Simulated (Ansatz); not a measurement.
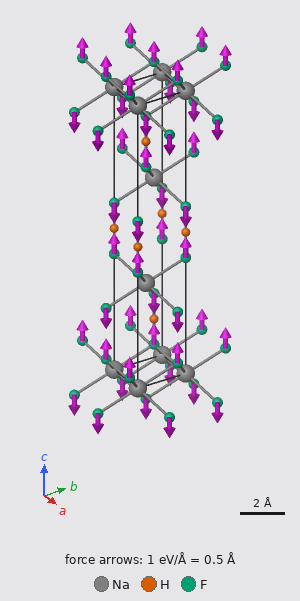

A changed version of crystalline NaHF$_{2}$ (set up in R-3m), with the computed forces as purple arrows. Besides, all lengths are scaled by −2.0 % (volume −6.0 %). The picture is a ball-and-stick view of the conventional cell (3 times the calculation's cell), seen slightly off an axis. Lengths and directions refer to the drawn axes.

Theory: Ansatz 0.2.0, DFT, LDA, PAW with Ansatz's default frozen-core files, scalar-relativistic. (plane-wave cutoff 420 eV; k-point mesh 10 × 10 × 10; occupations fermi dirac; smearing width 0.02 eV; no spin polarisation)

**Where do the forces point?**

The atoms keep their fractional coordinates. No relaxation follows. It lowers the energy by 26.2 meV per atom. Pressure: −7.0 GPa before, −4.5 GPa after. The principal stresses (compression positive) are −14.6 GPa along c and 0.6 GPa across it. The largest forces, 2 eV/Å, act on 2 F atoms of the calculation's cell. Among the bonded contacts that change: F–Na 2.263 → 2.217 Å, F–H 1.252 → 1.227 Å. The space group stays R-3m (No. 166).
